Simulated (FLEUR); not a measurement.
System: Pt (space group Fm-3m).

How it was computed, with FLEUR MaX-R8.1 (later development tree): all-electron LAPW DFT, no spin polarisation; energies at scaled volumes of the given cell, shape and fractions fixed, counted from the fit's minimum, third-order Birch-Murnaghan fit. All runs: no spin polarisation.

```tsv
setting	value
k mesh	12×12×12
occupations	Fermi–Dirac
smearing width	0.05 eV
potentials	all electron
```

What does the calculation give for the energy against volume, with one curve for each functional? The cases: r2SCAN; PBEsol.

The fitted equilibrium volumes, smallest first, are PBEsol 15.051, r2SCAN 15.311 Å³/atom. The fitted bulk moduli, smallest first, are r2SCAN 271.5, PBEsol 287.0 GPa.

r2SCAN:
| volume (Å³/atom) | energy (meV/atom) |
| --- | --- |
| 14.18 | 84.51 |
| 14.48 | 43.55 |
| 15.08 | 3.05 |
| 15.68 | 7.27 |
| 15.98 | 22.85 |

PBEsol:
| volume (Å³/atom) | energy (meV/atom) |
| --- | --- |
| 14.18 | 51.75 |
| 14.48 | 21.22 |
| 14.78 | 4.69 |
| 15.08 | 0.04 |
| 15.38 | 6.15 |
| 15.68 | 21.87 |
| 15.98 | 45.76 |

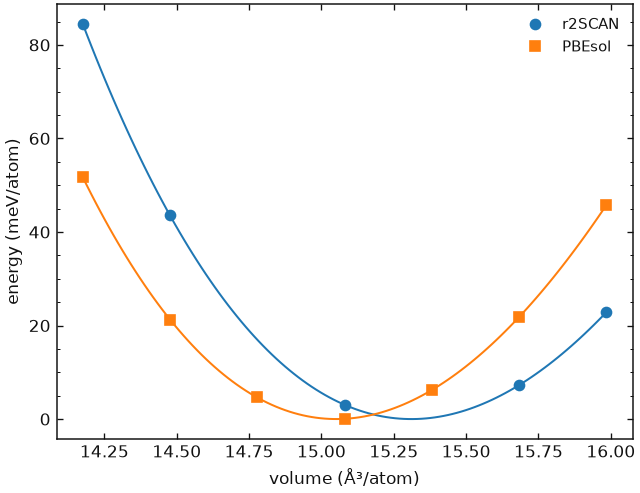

Keep in mind: spin-orbit coupling left out, heavy elements.
